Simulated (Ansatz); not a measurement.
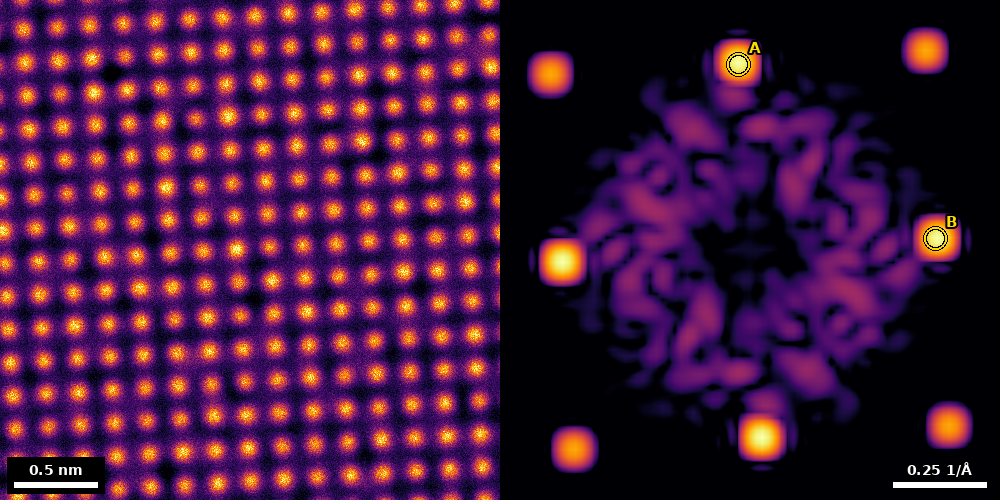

HAADF-like image of a crystal. Simulation: incoherent imaging, intensity Z^1.7 per atom, probe width 0.98 Å, thin sample. The probe carries 15 % of its weight in a tail 2.5 times as wide. Shot noise and the speckle of an amorphous layer were added.

The right panel is the modulus of the image's Fourier transform on a logarithmic scale.

Question: Which lattice spacings do the marked spots stand for, and what angle do A and B enclose?

Answer: A: 2.0 Å, B: 2.0 Å; A and B enclose about 90°.

The crystal is Co (Im-3m, No. 229) along [001]; the spots are (1 -1 0) and (-1 -1 0). Atomic positions: the input geometry of an electronic-structure calculation (not necessarily at equilibrium); the starting structure was generated, so it need not be a known form of this composition.
